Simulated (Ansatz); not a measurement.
## Geometry relaxation of Al$_{3}$Cu$_{2}$ (part 2 of 2)

Al$_{3}$Cu$_{2}$ (5 atoms in the cell); DFT LDA, scalar-relativistic, plane waves, PAW, no spin polarisation (Ansatz 0.2.0); cutoff 420 eV, 12×12×8 k-mesh, Gaussian smearing of 0.1 eV. The structure derives from a Materials Project entry.

Geometry of the input (Å; fractional positions):
```
4.0920  0.0000  0.0000
-2.0460  3.5437  0.0000
0.0000  0.0000  4.9928
Al 0.0000  0.0000  0.0000
Al 0.3333  0.6667  0.3499
Al 0.6667  0.3333  0.6501
Cu 0.3333  0.6667  0.8395
Cu 0.6667  0.3333  0.1605
```

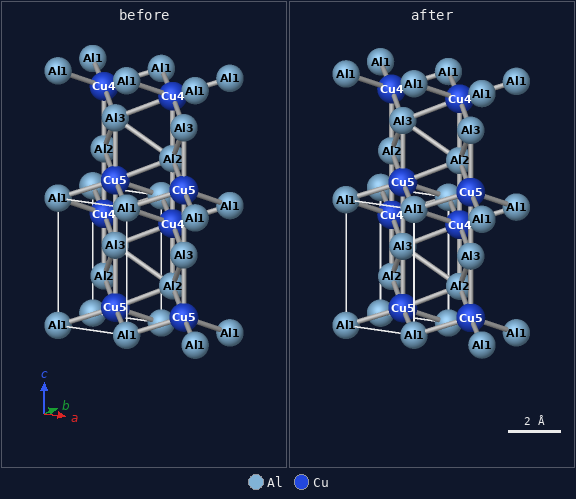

**Figure 1.** Before (left) and after (right) the relaxation, at one scale (ball-and-stick view of the cell of the calculation, repeated 2 × 1 × 2, seen slightly off an axis). The largest moves relative to the cell, 0.010 Å, are those of Cu4 and Cu5. Largest moves by element: Cu 0.010 Å, Al 0.005 Å. The volume changes by −3.0 %, with a = b 4.092 → 4.056 Å (−0.9 %), c 4.993 → 4.932 Å (−1.2 %). Among the contacts that change: Al2–Cu4 2.548 → 2.512 Å, Al2–Al3 2.798 → 2.765 Å, Al1–Cu4 2.495 → 2.469 Å, Al2–Cu5 2.545 → 2.527 Å. The space group stays P-3m1 (No. 164). The energy falls by 5.0 meV per atom in 4 geometry steps. Largest force component: 0.031 eV/Å at the start, 0.00062 eV/Å at the end. Pressure: −3.39 GPa at the start and −0.02 GPa at the end. A last SCF at the same geometry on a re-selected plane-wave basis shifts the energy by +0.2 meV per atom. (Atoms are counted from 1 in the order of the input.)

```
basis re-selected at this cell: Δ(F+E_penalty+E_count) = +9.349e-4 eV, ΔP = -0.018 GPa vs the last step (what re-selecting the basis moved, of the pressure what is left beyond the Pulay correction that the steps carried, after the strain that the cell walked since its last selection, with what the two solves' SCF thresholds leave and, on support functions, any second-order correction that the steps lacked; it is no measure of the basis error at this ecutwfc). This SCF's stress stands 2.14e-2 GPa from its target on what of the cell is left free (relax.cell.stress_tol is 5.00e-2 GPa) and its largest allowed force component is 6.16e-4 eV/Å (relax.f_tol is 5.00e-3 eV/Å): within both
SCF converged after 6 iterations
Free energy (F): -14651.031787 eV
Harris-Foulkes:  -14651.031787 eV  (|F-HF|=3.64e-12)
Internal energy: -14651.025171 eV  (E = F + TS)
E sigma→0 (E₀):  -14651.028479 eV
Entropy (-TS):   -0.006616 eV (-1.323 meV/atom)
Fermi energy:    11.550484 eV
--- Per-component energies (eV) ---
  E_band       = -921.123473
  E_kinetic    = 675.300105
  E_local      = -11552.434968  (includes V_loc(G=0)·N_el)
  E_nonlocal   = 809.924274
  E_hartree    = 5185.302184
  E_xc         = -300.774705
  E_vxc        = -325.008900  (∫ρ·V_xc dr)
  E_paw        = -4507.365877  (= ΣΔE_a)
  E_vpaw       = -899.508849  (= ΣTr[D̂ρ^β])
  E_aug_tail   = 0.000352  (compensation charges beyond the density's cutoff)
  E_ewald      = -4962.043006
  E_core_change = 1.066470  (= ΣΔE_core)
  E_smearing   = -0.006616  (= −TS)
  E_closure    = -0.000000  (closes the sum)
  Σ components = -14651.031787   (vs F -14651.031787, Δ=0.00e0)
--- Forces (eV/Å), atoms counted from 1 ---
  atom   1  Al     0.00000000     0.00000000     0.00000000
  atom   2  Al     0.00000000    -0.00000000     0.00018358
  atom   3  Al     0.00000000     0.00000000    -0.00018358
  atom   4  Cu    -0.00000000    -0.00000000    -0.00061635
  atom   5  Cu    -0.00000000     0.00000000     0.00061635
  max |Σ_I F_I| component: 6.94e-18 eV/Å
--- Stress (GPa, compression-positive) ---
       -0.021399      -0.000000       0.000000
       -0.000000      -0.021399       0.000000
        0.000000       0.000000      -0.019199
  P = ⅓ Tr σ = -0.0207 GPa (-0.207 kbar)
--- Band table (eV; the first three rows and the last of 131) ---
  k-point 0: bands = ["-102.0774", "-102.0757", "-59.8889", "-59.8820", "-59.8779", "-59.8779", "-59.8700", "-59.8700", "0.0400", "4.9224", "5.4925", "5.9889", "5.9889", "6.3557", "6.3557", "6.8817", "6.8817", "7.2894", "7.2894", "7.7791", "7.8112", "11.3214", "11.3214", "12.9211", "12.9211", "14.1208", "14.4829", "16.9537", "16.9550"]
  k-point 1: bands = ["-102.0774", "-102.0757", "-59.8889", "-59.8820", "-59.8779", "-59.8779", "-59.8700", "-59.8700", "0.1305", "4.3774", "5.6803", "5.9755", "5.9755", "6.3475", "6.3475", "6.9037", "6.9037", "7.2560", "7.2891", "7.2891", "8.8711", "11.4242", "11.4242", "12.9705", "12.9705", "14.1428", "14.5358", "16.1128", "16.1128"]
  k-point 2: bands = ["-102.0774", "-102.0757", "-59.8889", "-59.8821", "-59.8779", "-59.8779", "-59.8700", "-59.8700", "0.3952", "3.4684", "5.8310", "5.9455", "5.9455", "6.3263", "6.3263", "6.9616", "6.9616", "7.0585", "7.2826", "7.2826", "10.3520", "11.7257", "11.7257", "13.0991", "13.0991", "14.2060", "14.6819", "15.0603", "15.0603"]
  k-point 130: bands = ["-102.0765", "-102.0765", "-59.8872", "-59.8872", "-59.8791", "-59.8723", "-59.8723", "-59.8689", "4.5569", "4.6860", "4.6860", "5.0988", "5.0988", "5.9184", "6.5748", "6.5748", "6.5928", "6.9685", "7.2600", "7.2600", "7.5835", "7.6391", "7.6391", "9.0732", "16.3397", "16.7681", "16.7681", "17.6464", "17.6464"]
--- Relaxed structure (5 steps of the walk, 5 accepted, 1 SCFs on fresh bases) ---
  F+E_penalty+E_count = -14651.03178724 eV   max|allowed force component| = 6.163e-4 eV/Å   (the final SCF, on the basis selected at the relaxed cell)
  cell:  # Å, volume = 70.2614 Å³
    - [4.0558389473158565, -3.4665789984524976e-34, -6.3586534213984975e-18]
    - [-2.0279194736579282, 3.5124595620338663, 3.1793267106992495e-18]
    - [-7.758485969786453e-18, 2.0367605070065532e-33, 4.932018112492507]
  atoms:
    - { symbol: Al, position: [-2.9826679493760124e-36, 6.340538609869717e-36, 2.6058487370622007e-20] }
    - { symbol: Al, position: [0.33333333333333326, 0.6666666666666665, 0.350859213601028] }
    - { symbol: Al, position: [0.6666666666666666, 0.33333333333333326, 0.6491407863989719] }
    - { symbol: Cu, position: [0.33333333333333326, 0.6666666666666665, 0.8415141686221552] }
    - { symbol: Cu, position: [0.6666666666666666, 0.33333333333333326, 0.15848583137784455] }
```

### Trajectory as extended XYZ (Å, eV, eV/Å), 6 frames, from step=1 to step=6
```
5
Lattice="4.0920 0.0000 0.0000 -2.0460 3.5437 0.0000 0.0000 0.0000 4.9928" Properties=species:S:1:pos:R:3:forces:R:3 step=1 energy=-14651.00770 pressure_GPa=-3.39
Al    0.0000    0.0000    0.0000    0.0000   0.0000   0.0000
Al    0.0000    2.3625    1.7471    0.0000   0.0000  -0.0109
Al    2.0460    1.1812    3.2457    0.0000   0.0000   0.0109
Cu    0.0000    2.3625    4.1915    0.0000   0.0000   0.0314
Cu    2.0460    1.1812    0.8013    0.0000   0.0000  -0.0314
5
Lattice="4.0663 0.0000 0.0000 -2.0332 3.5215 0.0000 0.0000 0.0000 4.9563" Properties=species:S:1:pos:R:3:forces:R:3 step=2 energy=-14651.02935 pressure_GPa=-1.19
Al    0.0000    0.0000    0.0000    0.0000   0.0000   0.0000
Al    0.0000    2.3477    1.7363    0.0000   0.0000  -0.0079
Al    2.0332    1.1738    3.2200    0.0000   0.0000   0.0079
Cu    0.0000    2.3477    4.1637    0.0000   0.0000   0.0315
Cu    2.0332    1.1738    0.7925    0.0000   0.0000  -0.0315
5
Lattice="4.0545 0.0000 0.0000 -2.0272 3.5113 0.0000 0.0000 0.0000 4.9318" Properties=species:S:1:pos:R:3:forces:R:3 step=3 energy=-14651.03268 pressure_GPa=0.09
Al    0.0000    0.0000    0.0000    0.0000   0.0000   0.0000
Al    0.0000    2.3409    1.7290    0.0000   0.0000   0.0037
Al    2.0272    1.1704    3.2028    0.0000   0.0000  -0.0037
Cu    0.0000    2.3409    4.1473    0.0000   0.0000   0.0162
Cu    2.0272    1.1704    0.7845    0.0000   0.0000  -0.0162
5
Lattice="4.0553 0.0000 0.0000 -2.0276 3.5120 0.0000 0.0000 0.0000 4.9327" Properties=species:S:1:pos:R:3:forces:R:3 step=4 energy=-14651.03271 pressure_GPa=0.02
Al    0.0000    0.0000    0.0000    0.0000   0.0000   0.0000
Al    0.0000    2.3413    1.7300    0.0000   0.0000   0.0008
Al    2.0276    1.1707    3.2027    0.0000   0.0000  -0.0008
Cu    0.0000    2.3413    4.1494    0.0000   0.0000   0.0083
Cu    2.0276    1.1707    0.7833    0.0000   0.0000  -0.0083
5
Lattice="4.0558 0.0000 0.0000 -2.0279 3.5125 0.0000 0.0000 0.0000 4.9320" Properties=species:S:1:pos:R:3:forces:R:3 step=5 energy=-14651.03272 pressure_GPa=-0.00
Al    0.0000    0.0000    0.0000    0.0000   0.0000   0.0000
Al    0.0000    2.3416    1.7304    0.0000   0.0000   0.0000
Al    2.0279    1.1708    3.2016    0.0000   0.0000   0.0000
Cu    0.0000    2.3416    4.1504    0.0000   0.0000  -0.0006
Cu    2.0279    1.1708    0.7817    0.0000   0.0000   0.0006
5
Lattice="4.0558 0.0000 0.0000 -2.0279 3.5125 0.0000 0.0000 0.0000 4.9320" Properties=species:S:1:pos:R:3:forces:R:3 step=6 energy=-14651.03179 pressure_GPa=-0.02
Al    0.0000    0.0000    0.0000    0.0000   0.0000   0.0000
Al    0.0000    2.3416    1.7304    0.0000   0.0000   0.0002
Al    2.0279    1.1708    3.2016    0.0000   0.0000  -0.0002
Cu    0.0000    2.3416    4.1504    0.0000   0.0000  -0.0006
Cu    2.0279    1.1708    0.7817    0.0000   0.0000   0.0006
```

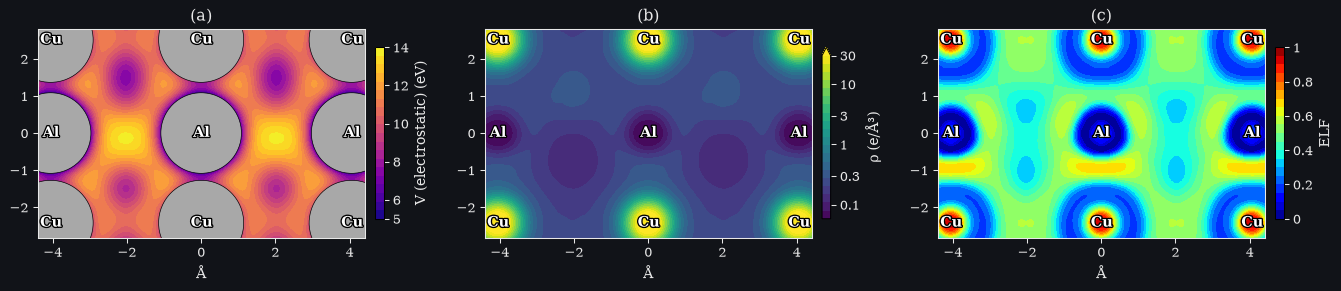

**Figure 2.** (a) electrostatic potential energy of an electron; (b) valence charge density (pseudo); (c) ELF on the (100) plane of the conventional cell. Grey discs, where drawn, cover atomic cores. The section cuts through Al and Cu sites. Al–Cu (2.42 Å): ρ is about 0.35 e/Å³ halfway; the ELF peaks at about 0.70 between the atoms. Al–Cu (2.51 Å): the density is about 0.27 e/Å³ at the midpoint; the ELF is about 0.35 at the midpoint, which marks metallic bonding. Away from the nuclei the density in this plane falls to 0.12 e/Å³ at its lowest. The strong features right at Cu lie inside the PAW spheres (semicore, d or f shells) and say nothing about bonding. Outside the cores the potential energy rises away from the atoms and is highest about 1.6 Å from the nearest atoms; outside the discs it spans about 8 eV, and its zero is arbitrary. In a PAW calculation such maps are meaningful between the atoms, not at the nuclei.

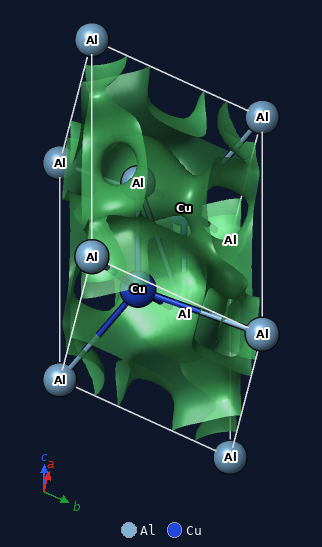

**Figure 3.** Isosurface of the electron localisation function at 0.45 (green), seen at an oblique angle. Core shells and regions of very low density are left out. Sticks mark near contacts. The outline is the cell set on symmetry axes. Along the contacts the grid gives the following. Al–Cu (2.42 Å): the ELF peaks at about 0.70 between the atoms. Al–Al (2.77 Å): the ELF peaks at about 0.70 between the atoms.

### Results in brief

```json
{"quantity": "outcome", "value": "converged"}
{"quantity": "space group (tolerance 0.01 Å)", "value": "P-3m1 (164)"}
{"quantity": "electrons treated", "value": "47"}
{"quantity": "free energy", "value": "−14651.0318 eV"}
{"quantity": "Fermi energy", "value": "11.550 eV"}
{"quantity": "gap on the k-point mesh", "value": "none (metallic)"}
{"quantity": "pressure", "value": "−0.02 GPa"}
{"quantity": "final volume", "value": "70.26 Å³"}
{"quantity": "largest force (length of the vector) at the end", "value": "0.001 eV/Å"}
{"quantity": "final cell", "value": "a = 4.056 Å, b = 4.056 Å, c = 4.932 Å, α = 90.00°, β = 90.00°, γ = 120.00°"}
{"quantity": "wall time", "value": "28 s (CPU time 99 s)"}
{"quantity": "peak memory", "value": "0.58 GiB"}
```
